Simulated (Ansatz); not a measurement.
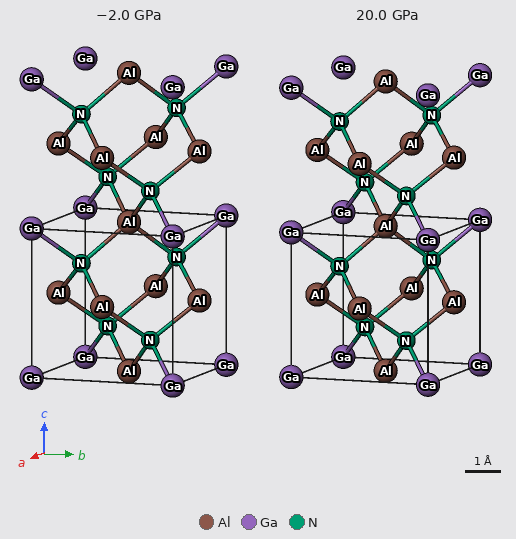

A crystal of Al$_{3}$GaN$_{4}$ (set up in P-43m), relaxed (cell and atoms) at several target pressures. The picture shows the first and the last member. A ball-and-stick model of the cell of the calculation, repeated 1 × 1 × 2 with one cell outlined, seen slightly off an axis.

Computed with Ansatz 0.2.0: DFT r2SCAN, scalar-relativistic, plane waves, PAW. (plane-wave cutoff 500 eV; k-point mesh 6 × 6 × 6; occupations gaussian; smearing width 0.02 eV; no spin polarisation; cell and atoms relaxed; force threshold 0.008 eV/Å)

```
pressure (GPa)  volume (Å³/atom)  a (Å)  band gap (eV)
          −2.0            10.762  4.416           3.99
           0.0            10.657  4.401           4.00
           2.0                 ?      ?              ?
           5.0            10.412  4.367           4.03
          10.0            10.193  4.336           4.05
          20.0             9.816  4.282           4.08
```

Q: One row is withheld. What does the calculation give there?

A: Murnaghan's form V = V₀(1 + B′P/B₀)^(−1/B′), with V₀ = 10.657 Å³ from the row at zero pressure, fits the other rows with B₀ = 206 GPa and B′ = 3.99 (largest miss 0.001 Å³). At 2.0 GPa it gives 10.657 × (1 + 3.99 × 2.0/206)^(−1/3.99) = 10.556 Å³ per atom. The calculation gives 10.556 Å³/atom (a = 4.387 Å). The estimate is right to the digits shown. For the gap a parabola through the rows −2.0, 0.0, 5.0 gives 4.01 eV, and the calculation 4.01 eV (semilocal gaps, lower than measured ones as a rule). From the first member to the last: Ga–N 1.954 → 1.896 Å, Al–N 1.898 → 1.841 Å.

The whole series:

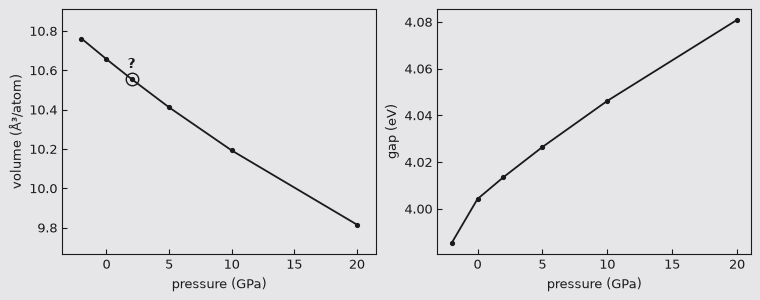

Each member starts from this one structure; whether another phase lies lower wasn't checked.
